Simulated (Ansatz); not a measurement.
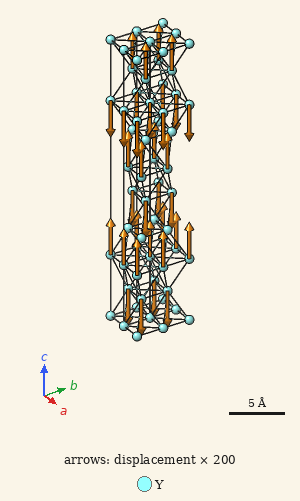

This is a relaxation of solid Y (set up in R-3m). The starting structure is drawn; orange arrows show the displacements (the part carried along by the change of the cell is left out), 200 times their true length.

A ball-and-stick model of the conventional cell (3 times the calculation's cell), repeated 2 × 2 × 1 with one cell outlined, seen slightly off an axis. Lengths and directions refer to the drawn axes.

Computed with DFT PBE, scalar-relativistic, plane waves, PAW (Ansatz 0.2.0). (plane-wave cutoff 420 eV; k-point mesh 15 × 15 × 15; occupations gaussian; smearing width 0.1 eV; no spin polarisation; cell and atoms relaxed; force threshold 0.005 eV/Å; at most 80 steps)

Q: Describe the change and its energy.

A: The energy falls by 4.3 meV per atom in 2 accepted moves (3 points after the start). The largest force component goes from 0.088 to 0.0046 eV/Å. Pressure: −1.15 GPa at the start and 0.01 GPa at the end. The SCF was repeated once at an unchanged geometry on a basis and grid sized afresh for the cell, which shifted the energy by less than 0.05 meV per atom at most. The largest moves relative to the cell, 0.018 Å, are those of Y atoms. The volume changes by −3.1 %, with a = b 3.651 → 3.616 Å (−1.0 %), c 26.175 → 25.868 Å (−1.2 %). Near-neighbour distances that change, for instance: Y–Y 3.615 → 3.561 Å, Y–Y 3.651 → 3.616 Å, Y–Y 3.545 → 3.535 Å. The space group stays R-3m (No. 166). The run took roughly 2.9 core-minutes on a shared host.
